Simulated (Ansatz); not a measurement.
# What a change does: single-point calculation on C

System: C (2 atoms in the cell).
Method of the first run: Kohn-Sham DFT of a periodic cell, BLYP, Ansatz PAW, no spin polarisation (Ansatz 0.2.0).

The structure derives from an entry of the Crystallography Open Database. Text and figures count atoms from 1; the logs count them from 0 in places.

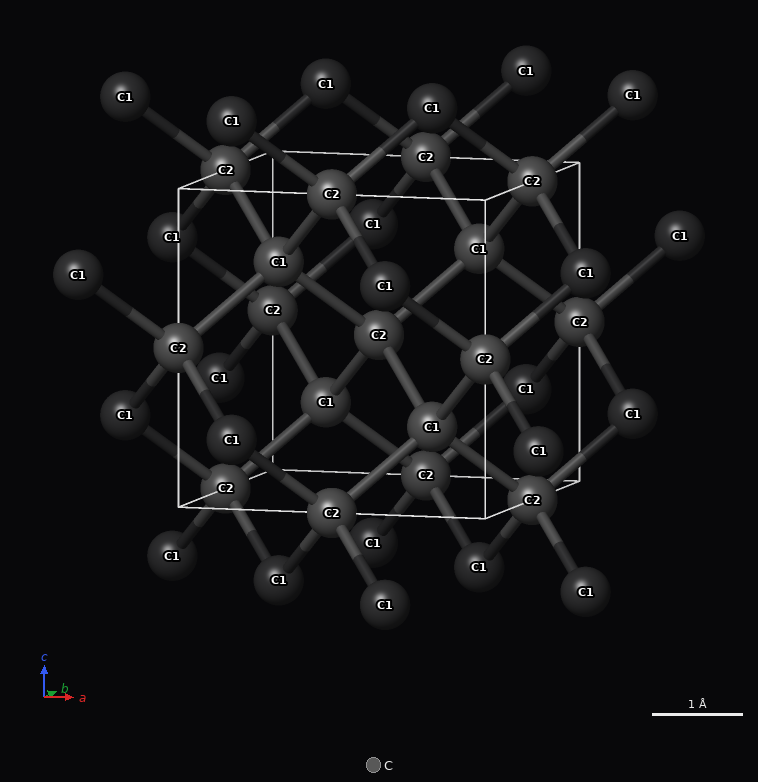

Fig. 1: The input geometry (ball-and-stick view of the cell 4 times as large as that of the calculation, set on its symmetry axes, seen slightly off an axis; neighbours outside the cell are drawn fainter; atoms are numbered from 1 in the order of the input). Near neighbours in the crystal (not all of them lie inside the picture): C has 4 C at 1.55 Å.

## Input, the first run
```yaml
crystal:
  lattice:
    - [0.0, 1.7951807415, 1.7951807415]
    - [1.7951807415, 0.0, 1.7951807415]
    - [1.7951807415, 1.7951807415, 0.0]
  atoms:
    - { symbol: C, position: [0.75, 0.75, 0.75] }
    - { symbol: C, position: [0.5, 0.5, 0.5] }
hamiltonian:
  xc: blyp
  pseudopotentials: { kind: paw }
kpoints:
  mp_grid: { grid: [13, 13, 13] }
scf:
  occupations: { method: fermi_dirac, width: 0.05 }
output:
  forces: true
  stress: true
  eigenvalues: true
```

Launched with:
```bash
ansatz run input.yaml --threads 2 --pin off --max-ram 5120MiB --backend cpu --events-out ev --progress --plain --runs-dir out
```

Hardware: 2 threads of Arm Neoverse V2, 24 GiB of memory available, shared host.

## Output, shortened to warnings, some set-up lines, iterations and results (the first run)
```
Basis set: ecut = 420 eV, 229 PW (Γ), exchange–correlation on 36×36×36 points (8 copies of the dense FFT grid, shifted against one another)
Symmetry: 48 space group operations
k-points: 84 of 2197
Initial density: superposition of atomic densities (neutral atoms: chi_scale 0, normalization atom), corrected by the library's trained network
[...]
SCF iter   1: F=—  HF=-503.003698 eV  |F-HF|=—  |Δ(HF+E_count)|=         —  Δρ=1.83e-2  dr2=2.65e-2  ethr=1.77e-3  ⟨swp⟩=4.6  Hψ=4349  notcnv=0
SCF iter   2: F=—  HF=-502.993208 eV  |F-HF|=—  |Δ(HF+E_count)|=   1.05e-2  Δρ=7.21e-3  dr2=4.20e-3  ethr=3.31e-4  ⟨swp⟩=2.0  Hψ=1671  notcnv=0
SCF iter   3: F=—  HF=-502.991297 eV  |F-HF|=—  |Δ(HF+E_count)|=   1.91e-3  Δρ=1.77e-4  dr2=9.86e-7  ethr=5.25e-5  ⟨swp⟩=2.3  Hψ=1330  notcnv=0
SCF iter   4: F=—  HF=-502.991299 eV  |F-HF|=—  |Δ(HF+E_count)|=   2.26e-6  Δρ=3.53e-5  dr2=3.88e-8  ethr=1.23e-8  ⟨swp⟩=2.1  Hψ=997  notcnv=0
SCF iter   5: F=-502.991299 eV  HF=-502.991299 eV  |F-HF|=5.94e-11  |Δ(HF+E_count)|=   1.06e-7  Δρ=1.34e-6  dr2=5.50e-11  ethr=4.85e-10  ⟨swp⟩=2.1  Hψ=996  notcnv=0
SCF iter   6: F=-502.991299 eV  HF=-502.991299 eV  |F-HF|=2.33e-12  |Δ(HF+E_count)|=  4.99e-11  Δρ=1.98e-7  dr2=9.94e-13  ethr=1.00e-12  ⟨swp⟩=1.0  Hψ=2069  notcnv=0
SCF 1 converged in 6 iterations: F = -502.991299 eV  dr2 = 9.94e-13
SCF converged after 6 iterations
Free energy (F): -502.991299 eV
Harris-Foulkes:  -502.991299 eV  (|F-HF|=2.33e-12)
Internal energy: -502.991299 eV  (E = F + TS)
E sigma→0 (E₀):  -502.991299 eV
Fermi energy:    15.428996 eV
--- Per-component energies (eV) ---
  E_band       = 36.325471
  E_kinetic    = 184.862422
  E_local      = -127.913602  (includes V_loc(G=0)·N_el)
  E_nonlocal   = 54.955738
  E_hartree    = 28.169991
  E_xc         = -95.123963
  E_vxc        = -117.795939  (∫ρ·V_xc dr)
  E_paw        = -202.273138  (= ΣΔE_a)
  E_vpaw       = -14.123150  (= ΣTr[D̂ρ^β])
  E_aug_tail   = 0.000022  (compensation charges beyond the density's cutoff)
  E_ewald      = -345.672078
  E_core_change = 0.003309  (= ΣΔE_core)
  E_smearing   = -0.000000  (= −TS)
  E_closure    = 0.000000  (closes the sum)
  Σ components = -502.991299   (vs F -502.991299, Δ=0.00e0)
--- Forces (eV/Å), atoms counted from 1 ---
  atom   1  C     -0.00000000    -0.00000000     0.00000000
  atom   2  C     -0.00000000    -0.00000000    -0.00000000
  max |Σ_I F_I| component: 4.81e-16 eV/Å
--- Stress (GPa, compression-positive) ---
        2.430676       0.000000      -0.000000
        0.000000       2.430676       0.000000
       -0.000000       0.000000       2.430676
  P = ⅓ Tr σ = 2.4307 GPa (24.307 kbar)
```

For the second run the input was changed thus:
```diff
-  xc: blyp
+  xc: { exchange: b88, correlation: pbe }
```

How does the second run compare with the first run?

The total energies belong to different methods, so their difference says nothing on which is more stable or more accurate. The gap on the mesh goes from 4.42 to 4.11 eV. The pressure goes from 2.43 to −6.22 GPa. The functional changes from BLYP to one typed by its parts (see the changed lines). The number of SCF iterations is the same.

## Output, shortened to warnings, some set-up lines, iterations and results (the second run)
```
Basis set: ecut = 420 eV, 229 PW (Γ), exchange–correlation on 36×36×36 points (8 copies of the dense FFT grid, shifted against one another)
Symmetry: 48 space group operations
k-points: 84 of 2197
Initial density: superposition of atomic densities (neutral atoms: chi_scale 0, normalization atom), corrected by the library's trained network
[...]
SCF iter   1: F=—  HF=-503.055547 eV  |F-HF|=—  |Δ(HF+E_count)|=         —  Δρ=2.77e-3  dr2=4.27e-4  ethr=1.77e-3  ⟨swp⟩=4.7  Hψ=4339  notcnv=0
SCF iter   2: F=—  HF=-503.055480 eV  |F-HF|=—  |Δ(HF+E_count)|=   6.74e-5  Δρ=1.31e-3  dr2=8.94e-5  ethr=5.34e-6  ⟨swp⟩=2.1  Hψ=1594  notcnv=0
SCF iter   3: F=—  HF=-503.055487 eV  |F-HF|=—  |Δ(HF+E_count)|=   7.41e-6  Δρ=1.19e-4  dr2=1.07e-6  ethr=1.12e-6  ⟨swp⟩=2.3  Hψ=991  notcnv=0
SCF iter   4: F=-503.055487 eV  HF=-503.055487 eV  |F-HF|=5.37e-8  |Δ(HF+E_count)|=   2.39e-7  Δρ=2.78e-5  dr2=1.58e-8  ethr=1.34e-8  ⟨swp⟩=2.3  Hψ=1010  notcnv=0
SCF iter   5: F=-503.055487 eV  HF=-503.055487 eV  |F-HF|=2.32e-10  |Δ(HF+E_count)|=   5.65e-8  Δρ=2.17e-6  dr2=1.40e-10  ethr=1.97e-10  ⟨swp⟩=2.3  Hψ=979  notcnv=0
SCF iter   6: F=-503.055487 eV  HF=-503.055487 eV  |F-HF|=5.68e-14  |Δ(HF+E_count)|=  2.71e-10  Δρ=9.31e-8  dr2=5.82e-13  ethr=1.74e-12  ⟨swp⟩=1.1  Hψ=2006  notcnv=0
SCF 1 converged in 6 iterations: F = -503.055487 eV  dr2 = 5.82e-13
SCF converged after 6 iterations
Free energy (F): -503.055487 eV
Harris-Foulkes:  -503.055487 eV  (|F-HF|=5.68e-14)
Internal energy: -503.055487 eV  (E = F + TS)
E sigma→0 (E₀):  -503.055487 eV
Fermi energy:    14.961953 eV
--- Per-component energies (eV) ---
  E_band       = 32.605368
  E_kinetic    = 183.239539
  E_local      = -123.955039  (includes V_loc(G=0)·N_el)
  E_nonlocal   = 53.124147
  E_hartree    = 27.094428
  E_xc         = -97.391329
  E_vxc        = -120.768587  (∫ρ·V_xc dr)
  E_paw        = -199.485200  (= ΣΔE_a)
  E_vpaw       = -13.223576  (= ΣTr[D̂ρ^β])
  E_aug_tail   = 0.000021  (compensation charges beyond the density's cutoff)
  E_ewald      = -345.672078
  E_core_change = -0.009976  (= ΣΔE_core)
  E_smearing   = -0.000000  (= −TS)
  E_closure    = 0.000000  (closes the sum)
  Σ components = -503.055487   (vs F -503.055487, Δ=0.00e0)
--- Forces (eV/Å), atoms counted from 1 ---
  atom   1  C      0.00000000     0.00000000    -0.00000000
  atom   2  C     -0.00000000    -0.00000000    -0.00000000
  max |Σ_I F_I| component: 1.30e-16 eV/Å
--- Stress (GPa, compression-positive) ---
       -6.219630       0.000000      -0.000000
        0.000000      -6.219630      -0.000000
        0.000000       0.000000      -6.219630
  P = ⅓ Tr σ = -6.2196 GPa (-62.196 kbar)
```

## The two runs side by side

```csv
quantity,the first run,the second run
outcome,converged,converged
free energy per atom (eV),−251.4956,−251.5277
gap on the mesh (eV),4.42,4.11
pressure (GPa),2.43,−6.22
largest force (eV/Å),0.000,0.000
SCF iterations,6,6
irreducible k-points,84,84
plane waves at Γ,229,229
```

For both runs: Points of doubt noted for this run: forces on files of another functional. For the second run: The cell is under a tension of 6.2 GPa at this level, so it is not at its equilibrium volume.
